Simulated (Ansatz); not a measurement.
Take the following structure.

```cif
data_structure
_symmetry_space_group_name_H-M 'P -6 m 2'
_symmetry_Int_Tables_number 187
_cell_length_a 3.3143
_cell_length_b 3.3143
_cell_length_c 16.6587
_cell_angle_alpha 90.000
_cell_angle_beta 90.000
_cell_angle_gamma 120.000
_cell_volume 158.48
loop_
_atom_site_label
_atom_site_type_symbol
_atom_site_symmetry_multiplicity
_atom_site_Wyckoff_symbol
_atom_site_fract_x
_atom_site_fract_y
_atom_site_fract_z
_atom_site_occupancy
W1 W 1 b 0.00000 0.00000 0.50000 1
Se1 Se 2 h 0.33333 0.66667 0.59971 1
```

### Summarise the structure in words.

The material is WSe₂. The cell comprises 1 formula unit: 1 W, 2 Se. The coordination shell of W holds six Se in a trigonal prismatic arrangement at 2.53 Å. Se is coordinated by three W in a trigonal pyramidal arrangement at 2.53 Å. Not all metal-metal contacts are counted. The bonds build WSe2 layers parallel to (001).

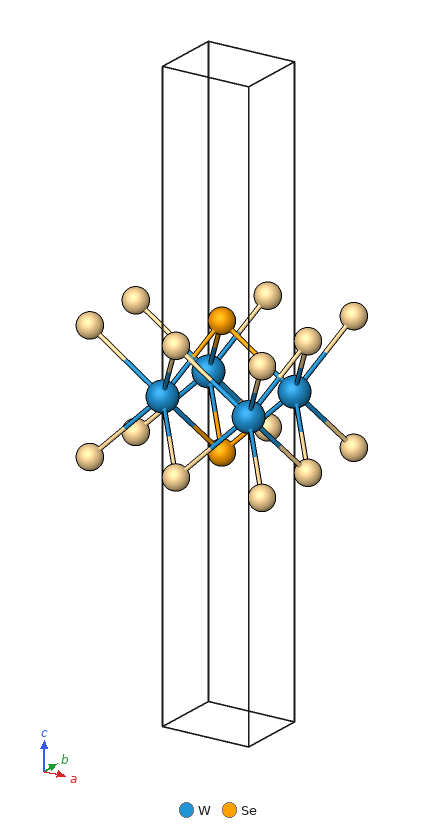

This ball-and-stick model is shown slightly off an axis. The box is the simulation cell; atoms on or close to its faces, edges and corners are drawn wherever they repeat. Periodic images bonded to atoms of the box are shown as well, in fainter colours.

Origin of the cell: a structure listed in the Materials Project. Atoms and cell were optimised with DFT r2SCAN, scalar-relativistic, plane waves, PAW (Ansatz 0.2.0).
